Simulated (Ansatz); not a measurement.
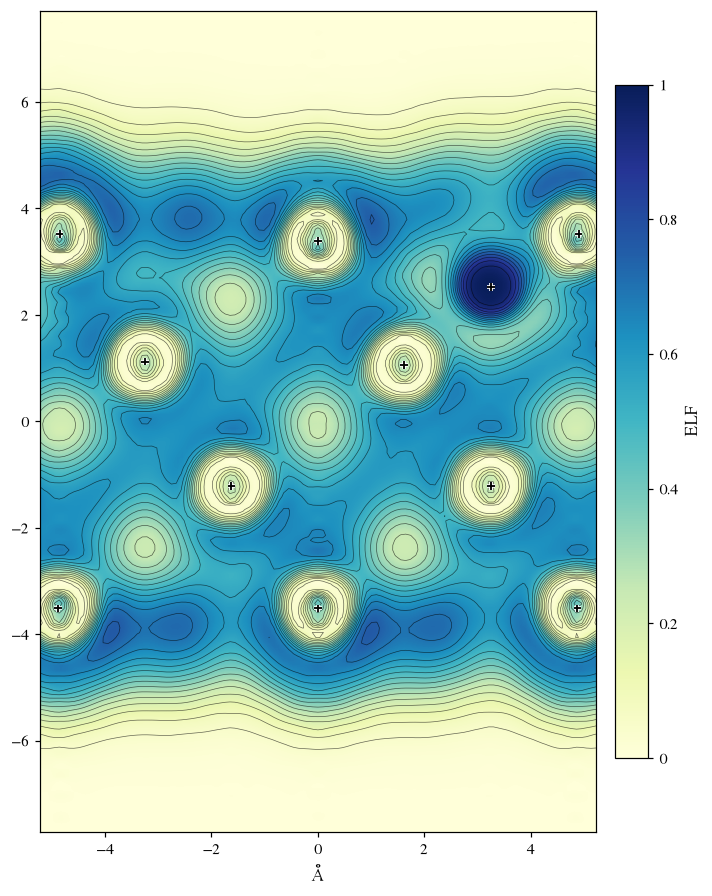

The electron localisation function on a plane through atoms (crosses mark nuclei in the plane).

Method: DFT PBE+D3(BJ), scalar-relativistic, plane waves, PAW in Ansatz 0.2.0.

Candidates:
A. Al₁₆Au (slab), a = 5.63 Å, b = 5.63 Å, c = 25.90 Å, α = 90.00°, β = 90.00°, γ = 120.00°. Computed without spin polarisation.
B. Al₁₆H (slab), a = 5.63 Å, b = 5.63 Å, c = 25.90 Å, α = 90.00°, β = 90.00°, γ = 120.00°. Computed without spin polarisation.

Which system is this?

Answer. Candidate B: Al₁₆H on the (110) plane of the calculation cell, a cut from vacuum to vacuum, which holds Al and H. Al–H (1.92 Å): the ELF climbs to about 1 towards the hydrogen. Al–Al (2.80 Å): the ELF peaks at about 0.65 between the atoms.
